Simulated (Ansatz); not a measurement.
**C: single-point calculation (part 2 of 2)**

C (R-3m, 64 atoms in the cell); DFT PBE, scalar-relativistic, plane waves, PAW, no spin polarisation (Ansatz 0.2.0); cutoff 420 eV, 3×3×3 k-mesh, Gaussian smearing of 0.05 eV. The structure derives from an entry of the Crystallography Open Database.

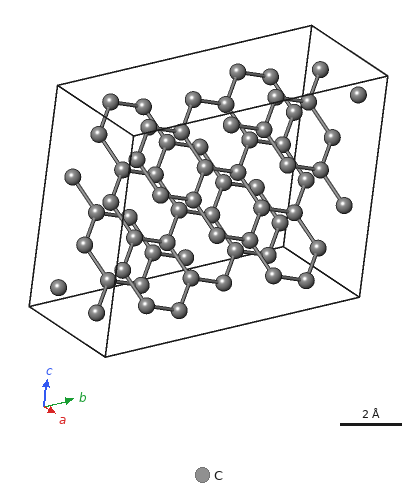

**Figure 1.** The structure as given in the input (ball-and-stick view of the cell of the calculation, seen slightly off an axis). An atom can appear more than once, as a periodic image.

Output, continued
```
  k-point 0: bands = ["-12.6464", "-12.3413", "-11.0908", "-11.0908", "-11.0908", "-11.0908", "-11.0908", "-11.0908", "-10.9523", "-10.9523", "-10.9523", "-10.9523", "-10.9523", "-10.9523", "-8.2902", "-8.2902", "-8.2902", "-8.2902", "-8.2902", "-8.2902", "-8.0657", "-8.0657", "-8.0657", "-8.0657", "-8.0657", "-8.0657", "-7.2552", "-7.2552", "-7.2552", "-7.1402", "-7.1402", "-7.1402", "-6.2352", "-6.2352", "-6.2352", "-6.1487", "-6.1487", "-6.1487", "-3.4734", "-3.4734", "-3.4734", "-3.4734", "-3.4734", "-3.4734", "-3.3959", "-3.3959", "-3.3959", "-3.3959", "-3.3959", "-3.3959", "-1.9140", "-1.9140", "-1.9140", "-1.9140", "-1.9140", "-1.9140", "-1.8575", "-1.8575", "-1.8575", "-1.8575", "-1.8575", "-1.8575", "-1.5072", "-0.3705", "-0.3705", "-0.3705", "-0.3705", "-0.3705", "-0.3705", "-0.2698", "-0.2698", "-0.2698", "-0.2698", "-0.2698", "-0.2698", "0.4871", "0.6536", "0.6536", "0.6536", "0.7028", "0.7028", "0.7028", "0.7028", "0.7028", "0.7028", "0.7095", "0.7095", "0.7095", "1.6129", "1.6129", "1.6129", "1.6129", "1.6129", "1.6129", "2.0575", "2.0575", "2.0575", "2.0575", "2.0575", "2.0575", "2.0796", "2.0796", "2.0796", "2.0796", "2.0796", "2.0796", "3.6261", "3.6261", "3.6261", "3.6261", "3.6261", "3.6261", "4.0974", "4.0974", "4.1173", "4.1173", "4.3149", "4.3149", "4.3149", "5.1169", "5.1169", "5.1169", "5.1169", "5.1169", "5.1169", "5.1347", "5.1347", "5.1347", "8.4927", "8.4927", "8.4927", "8.9741", "8.9741", "8.9741", "9.5688", "9.5688", "9.5688", "9.5688", "9.5688", "9.5688", "10.2725", "10.2725", "10.2725", "10.2725", "10.2725", "10.2725", "11.2841", "13.8285"]
  k-point 1: bands = ["-12.4712", "-12.1875", "-11.9491", "-11.7249", "-11.3730", "-11.3730", "-11.3239", "-11.3239", "-10.4752", "-10.4752", "-10.2719", "-10.2719", "-9.9161", "-9.8725", "-9.5336", "-9.5336", "-9.3005", "-9.3005", "-8.5072", "-8.4630", "-8.1328", "-8.1328", "-7.9245", "-7.9245", "-7.6879", "-7.6879", "-7.5246", "-7.5246", "-6.8261", "-6.8261", "-6.6569", "-6.6569", "-5.5278", "-5.5278", "-5.4962", "-5.4962", "-4.9259", "-4.9259", "-4.8169", "-4.8169", "-4.7225", "-4.5968", "-4.3440", "-4.3440", "-4.3101", "-4.3101", "-2.6123", "-2.6123", "-2.6034", "-2.5858", "-2.5858", "-2.4771", "-2.4430", "-2.4430", "-2.3504", "-2.3504", "-1.4611", "-1.4611", "-1.3537", "-1.3537", "-1.2543", "-0.9988", "-0.9988", "-0.9260", "-0.9260", "-0.5068", "-0.3943", "-0.3943", "-0.3699", "-0.3699", "0.1609", "0.1609", "0.2263", "0.2263", "0.5595", "0.5595", "0.6022", "0.6913", "0.6913", "0.6935", "0.6935", "0.8202", "0.8721", "0.9412", "0.9412", "0.9599", "1.1646", "1.1646", "1.1700", "1.1700", "1.2521", "1.2521", "1.3051", "1.3452", "1.7678", "1.8383", "2.0516", "2.0516", "2.0799", "2.0799", "2.2413", "2.2413", "2.2867", "2.5418", "2.6036", "2.6036", "2.9584", "2.9617", "3.4349", "3.4683", "3.6509", "3.7572", "3.7704", "3.7707", "3.7707", "3.8077", "3.8077", "4.0533", "4.1091", "4.1091", "5.1203", "5.1203", "5.1291", "5.1291", "5.2437", "5.2437", "6.1513", "6.1513", "8.1592", "8.1592", "8.7434", "8.7434", "8.9363", "8.9363", "9.1130", "9.1130", "9.4099", "9.4099", "9.5256", "9.8139", "9.8139", "10.1935", "11.1788", "11.1788", "11.6323", "11.6673", "11.8923", "11.8923"]
  k-point 2: bands = ["-12.4464", "-12.2152", "-11.8650", "-11.8142", "-11.4780", "-11.4780", "-11.2114", "-11.2114", "-10.3990", "-10.3990", "-10.3523", "-10.3523", "-10.0119", "-9.7705", "-9.5133", "-9.5133", "-9.3227", "-9.3227", "-8.5912", "-8.3742", "-8.1127", "-8.1127", "-7.9464", "-7.9464", "-7.6183", "-7.6183", "-7.5974", "-7.5974", "-6.8151", "-6.8151", "-6.6678", "-6.6678", "-5.5879", "-5.5879", "-5.4324", "-5.4324", "-4.8736", "-4.8736", "-4.8727", "-4.8727", "-4.6757", "-4.6453", "-4.3976", "-4.3976", "-4.2540", "-4.2540", "-2.6454", "-2.6454", "-2.5936", "-2.5505", "-2.5505", "-2.4874", "-2.3977", "-2.3977", "-2.3969", "-2.3969", "-1.4483", "-1.4483", "-1.3671", "-1.3671", "-1.1075", "-0.9690", "-0.9690", "-0.9563", "-0.9563", "-0.4175", "-0.4175", "-0.3455", "-0.3455", "-0.0572", "-0.0572", "0.0107", "0.1670", "0.1670", "0.2200", "0.2200", "0.3433", "0.3966", "0.6567", "0.6567", "0.7085", "0.7085", "0.8249", "0.8671", "1.1409", "1.1409", "1.1957", "1.1957", "1.3201", "1.3300", "1.6743", "1.7224", "1.7224", "1.7310", "1.7310", "1.7792", "1.8234", "2.0467", "2.0467", "2.0572", "2.0572", "2.0740", "2.0740", "2.3602", "2.3602", "2.9421", "2.9789", "3.2026", "3.2780", "3.4485", "3.4536", "3.6522", "3.6522", "3.7494", "3.7786", "3.9264", "3.9264", "4.4969", "4.4969", "4.5806", "4.6555", "4.6555", "4.8951", "4.8951", "5.2533", "5.2533", "6.2249", "6.2249", "8.1731", "8.1731", "8.5804", "8.5804", "8.7465", "8.7465", "9.2881", "9.2881", "9.4188", "9.4188", "9.7663", "9.9701", "10.0407", "10.0407", "11.3357", "11.3357", "11.6363", "11.6833", "11.6833", "12.0721"]
  k-point 5: bands = ["-12.3598", "-12.3075", "-11.9732", "-11.6980", "-11.4547", "-11.4547", "-11.2373", "-11.2373", "-10.4975", "-10.4975", "-10.2473", "-10.2473", "-9.9911", "-9.7934", "-9.4411", "-9.4411", "-9.3986", "-9.3986", "-8.5700", "-8.3974", "-8.0518", "-8.0518", "-8.0099", "-8.0099", "-7.6983", "-7.6983", "-7.5143", "-7.5143", "-6.7538", "-6.7538", "-6.7319", "-6.7319", "-5.5719", "-5.5719", "-5.4482", "-5.4482", "-4.9262", "-4.9262", "-4.8181", "-4.8181", "-4.7372", "-4.5810", "-4.3813", "-4.3813", "-4.2716", "-4.2716", "-2.6320", "-2.6320", "-2.5638", "-2.5638", "-2.5510", "-2.5308", "-2.4428", "-2.4428", "-2.3513", "-2.3513", "-1.4211", "-1.4211", "-1.3947", "-1.3947", "-1.0048", "-1.0048", "-0.9192", "-0.9192", "-0.6519", "-0.5771", "-0.4050", "-0.4050", "-0.3573", "-0.3573", "-0.2405", "0.0814", "0.0814", "0.1872", "0.1872", "0.1997", "0.1997", "0.6784", "0.6784", "0.6875", "0.6875", "0.8413", "0.8505", "1.1050", "1.1050", "1.1474", "1.1474", "1.1602", "1.1921", "1.1921", "1.3005", "1.3505", "1.5371", "1.5371", "1.7894", "1.7900", "1.8178", "2.0435", "2.0435", "2.0884", "2.0884", "2.7993", "2.7993", "2.8318", "2.8318", "2.9434", "2.9774", "3.0977", "3.0977", "3.1303", "3.3736", "3.4374", "3.4653", "3.7561", "3.7718", "4.1477", "4.1477", "4.2212", "4.2212", "4.3343", "4.5870", "4.5870", "4.9856", "4.9856", "5.6678", "5.6678", "5.7052", "5.7052", "8.3225", "8.3225", "8.5239", "8.5239", "8.9228", "8.9228", "9.3797", "9.3797", "9.4261", "9.4261", "9.5075", "9.7859", "9.7859", "10.3758", "11.3436", "11.3436", "11.7129", "11.7129", "11.8943", "12.0264"]
```

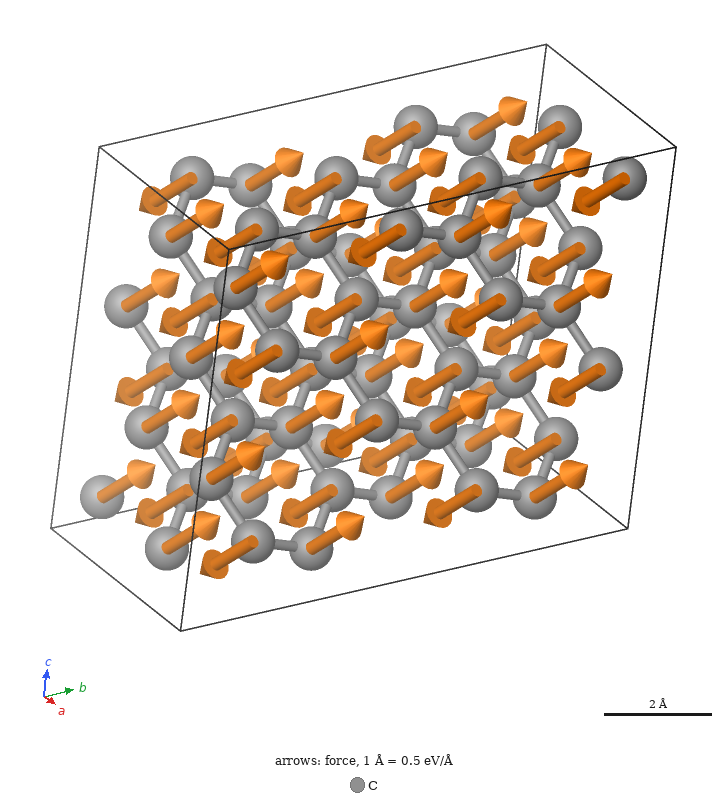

**Figure 2.** Forces on the atoms as orange arrows (ball-and-stick view of the cell of the calculation, seen slightly off an axis). The largest act on all 64 C atoms (0.86 eV/Å). Atoms are counted from 1 in the order of the input and aren't labelled in the picture. The geometry is not a stationary point of this energy.

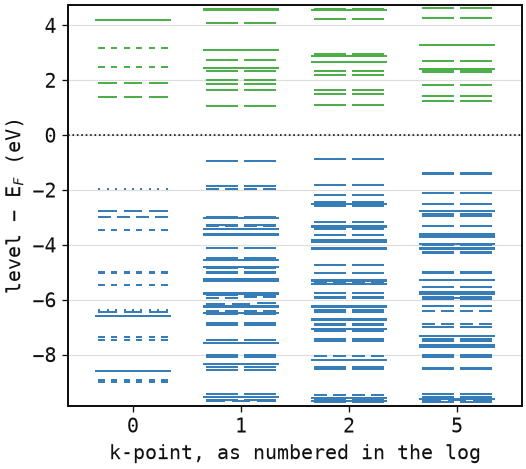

**Figure 3.** Kohn–Sham levels near the Fermi level (dotted) at the few k-points that the log prints; levels within 0.02 eV of each other stand side by side. Among these points the highest filled and lowest empty levels are 1.93 eV apart; the gap on the full mesh, 0.75 eV, has an edge at a point that isn't printed.

Key numbers

```json
{"quantity": "outcome", "value": "converged"}
{"quantity": "space group (tolerance 0.01 Å)", "value": "R-3m (166)"}
{"quantity": "electrons treated", "value": "256"}
{"quantity": "free energy", "value": "−16058.6017 eV"}
{"quantity": "Fermi energy", "value": "7.090 eV"}
{"quantity": "gap on the k-point mesh", "value": "0.75 eV"}
{"quantity": "largest force (length of the vector)", "value": "0.859 eV/Å"}
{"quantity": "wall time", "value": "30 s (CPU time 1.9 min)"}
{"quantity": "peak memory", "value": "2.7 GiB"}
```
